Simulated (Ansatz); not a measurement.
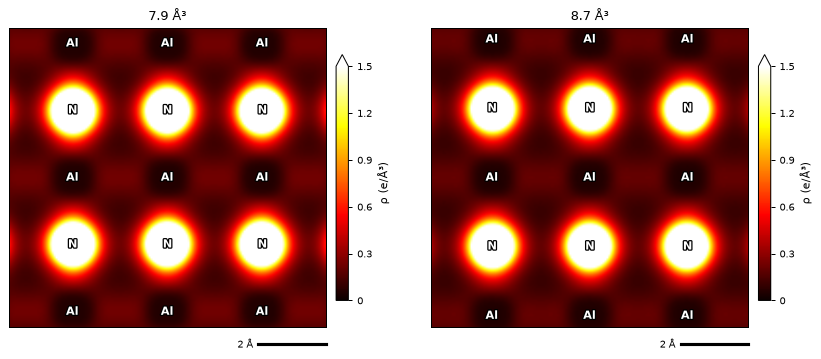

AlN. The valence charge density (pseudo) of cells scaled evenly to different volumes (given per atom above each panel), on the (11̄0) plane of each (indices in the axes of the cell below), at one length scale and on one colour scale.

A structure from a database of computed crystals, not necessarily the ambient phase.

Level of theory: DFT HSE06, scalar-relativistic, plane waves, PAW in Ansatz 0.2.0.

Core electrons are frozen (PAW), and the valence fields are smoothed inside the atomic spheres.

The largest cell:

```yaml
crystal:
  lattice:
    - [0.00000, 2.05465, 2.05465]
    - [2.05465, 0.00000, 2.05465]
    - [2.05465, 2.05465, 0.00000]
  atoms:
    - { symbol: Al, position: [0.50000, 0.50000, 0.50000] }
    - { symbol: N, position: [0.00000, 0.00000, 0.00000] }
```

| volume (Å³/atom) | Al–N contact in the plane (Å) | ρ at its midpoint (e/Å³) | pressure (GPa) | gap on the mesh (eV) | 
| --- | --- | --- | --- | --- |
| 7.94 | 1.995 | 0.555 | 9.1 | 6.47 | 
| 8.18 | 2.015 | ? | ? | ? | 
| 8.67 | 2.055 | 0.501 | −14.6 | 5.53 | 

Question: Estimate the missing row, and compare with the calculation.

Answer: Over the known rows ln ρ falls by 1.71 per Å of Al–N distance (the line through the two), which gives 0.536 e/Å³ at 2.015 Å; the calculation gives 0.536 e/Å³. For the pressure, a straight line in volume between the neighbouring rows gives 1.3 GPa; the calculation gives 0.0, lower because pressure rises ever faster on compression. For the gap on the mesh, a straight line in volume between the neighbouring rows gives 6.16 eV; the calculation gives 6.14.
